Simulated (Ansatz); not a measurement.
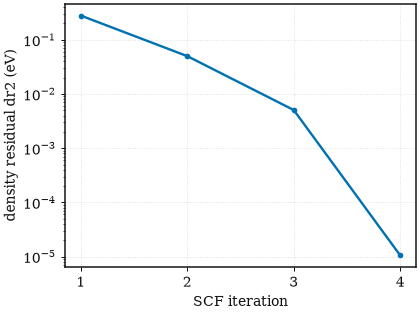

The plot shows the SCF iterations of a calculation: density residual dr2. The starting density is a sum of atomic densities corrected by a trained network.

- system: Al3Cu2 (P-3m1, 5 atoms in the cell)
- method: DFT r2SCAN, scalar-relativistic, plane waves, PAW (Ansatz); cutoff 500 eV, 12×12×8 k-mesh, Gaussian smearing of 0.1 eV

> How did this run end?

It was still iterating, at step 4, when the time limit ended it. The residual goes from 0.28 at the first step to 10⁻⁵ at the last.

> What is the residual at the start and at the end?

It starts near 0.3 and ends near 10⁻⁵ eV.
